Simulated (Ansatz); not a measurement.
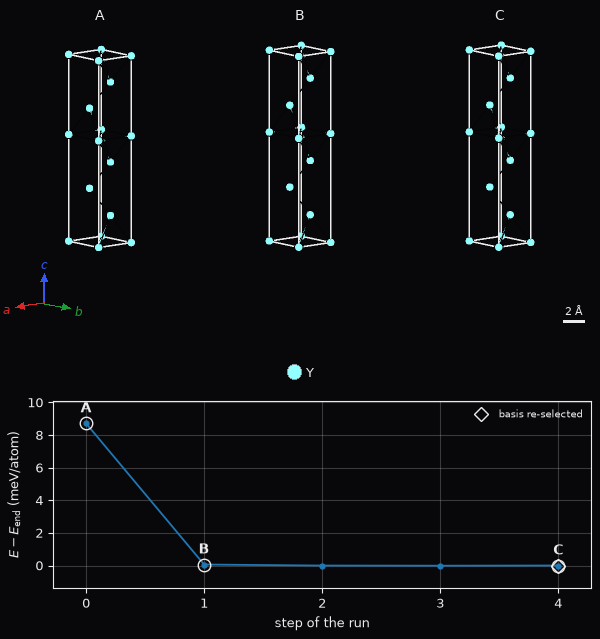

Frames of a relaxation of a crystal of Y (a generated structure, set up in P-3m1), marked on the history of the run. The picture is a ball-and-stick view of the cell of the calculation, seen from a free direction.

Case: stacking ABCBACB.

Computed with DFT PBEsol, scalar-relativistic, plane waves, PAW (Ansatz).

Input
```yaml
crystal:
  lattice:
    - [3.5990649428, 0.0, 0.0]
    - [-1.7995324714, 3.1168816703, 0.0]
    - [0.0, 0.0, 19.5356747097]
  atoms:
    - { symbol: "Y", position: [0.0, 0.0, 0.0] }
    - { symbol: "Y", position: [0.3333333333, 0.6666666667, 0.1428571429] }
    - { symbol: "Y", position: [0.6666666667, 0.3333333333, 0.2857142857] }
    - { symbol: "Y", position: [0.3333333333, 0.6666666667, 0.4285714286] }
    - { symbol: "Y", position: [0.0, 0.0, 0.5714285714] }
    - { symbol: "Y", position: [0.6666666667, 0.3333333333, 0.7142857143] }
    - { symbol: "Y", position: [0.3333333333, 0.6666666667, 0.8571428571] }
basis:
  ecutwfc: 420
kpoints:
  mp_grid: { grid: [15, 15, 3] }
hamiltonian:
  xc: pbesol
scf:
  occupations: { method: gaussian, width: 0.1 }
output:
  forces: true
  stress: true
  eigenvalues: true
  populations: true
relax:
  adjacent_minimum: "off"
  f_tol: 0.01
  max_steps: 45
  cell: { stress_tol: 0.05 }
```

Launched with:
```bash
ansatz run input.yaml --threads 1 --pin off --max-ram 2560MiB --backend cpu --events-out ev --progress --plain --runs-dir out
```

Describe the path.

Answer. The largest moves relative to the cell, 0.021 Å, are those of Y4 and Y7. Y7 goes along +c. The drawn cell changes as follows: a = b 3.599 → 3.530 Å (−1.9 %), c 19.536 → 19.984 Å (+2.3 %); the volume changes by −1.6 %. Near-neighbour distances that change, for instance: Y1–Y1 3.599 → 3.530 Å, Y4–Y5 3.479 → 3.522 Å, Y5–Y6 3.479 → 3.514 Å, Y1–Y2 3.479 → 3.500 Å. The space group stays P-3m1 (No. 164). The energy falls by 8.7 meV per atom in 3 accepted moves (4 points after the start). Largest force component: 0.068 eV/Å at the start, 0.0012 eV/Å at the end. Pressure: −0.59 GPa at the start and 0.00 GPa at the end. The SCF was repeated once at an unchanged geometry on a basis and grid sized afresh for the cell, which shifted the energy by less than 0.05 meV per atom at most. Cost: 3.1 min on 1 thread of Arm Neoverse V2, with other jobs on the host, peak memory 0.77 GiB. From step 0 to 1: Y atoms move most (0.03 Å), volume −1.7 %, energy −8.7 meV per atom. From step 1 to 4: energy −0.1 meV per atom.
